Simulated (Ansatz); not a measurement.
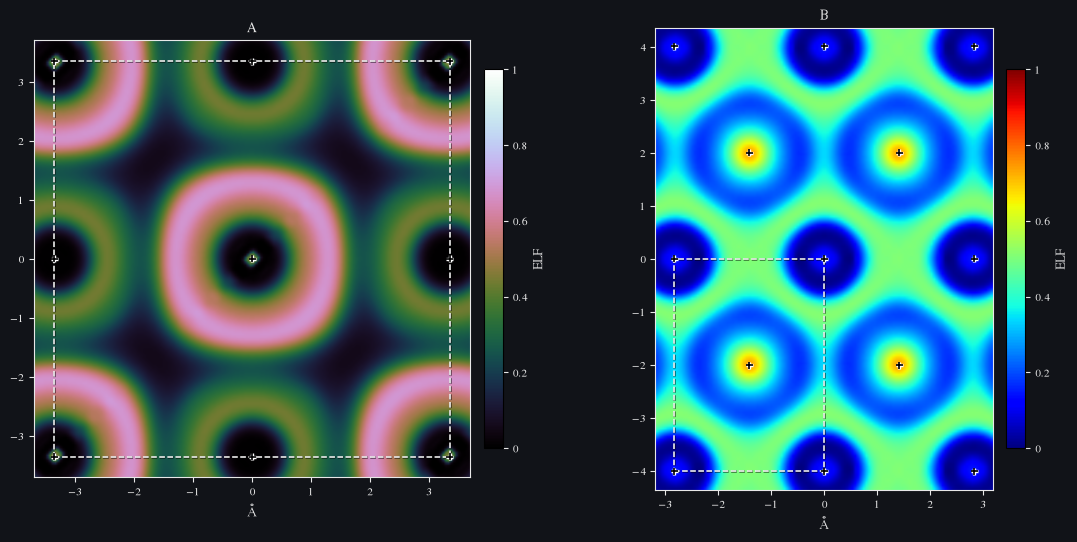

The ELF of 2 systems, each on a plane through atoms (crosses mark nuclei in the plane).

Theory: DFT PBE, scalar-relativistic, plane waves, PAW (Ansatz).

System 1: TePb, the (100) plane of the conventional cell. Space group Fm-3m; changed on purpose from its base cell (volume × 1.06); computed pressure about −2 GPa in this cell.

```
CELL_PARAMETERS angstrom
6.70100 0.00000 0.00000
0.00000 6.70100 0.00000
0.00000 0.00000 6.70100
ATOMIC_POSITIONS crystal
Te 0.50000 0.00000 0.00000
Te 0.00000 0.50000 0.00000
Te 0.00000 0.00000 0.50000
Te 0.50000 0.50000 0.50000
Pb 0.00000 0.00000 0.00000
Pb 0.50000 0.50000 0.00000
Pb 0.50000 0.00000 0.50000
Pb 0.00000 0.50000 0.50000
```

System 2: AlNi, the (011) plane of the conventional cell. Space group Pm-3m; changed on purpose from its base cell (volume × 0.94); computed pressure about 11 GPa in this cell; computed without spin polarisation.

**Which map belongs to which system?**

Panel A is system 1, TePb: the plane holds Te and Pb. Te–Pb (3.35 Å): the ELF peaks at about 0.70 in the valence shell of Te, 1.3 Å from its nucleus, and drops to about 0.25 between the two atoms. Panel B is system 2, AlNi: the plane holds Al and Ni. Al–Ni (2.45 Å): the ELF is about 0.40 at the midpoint.
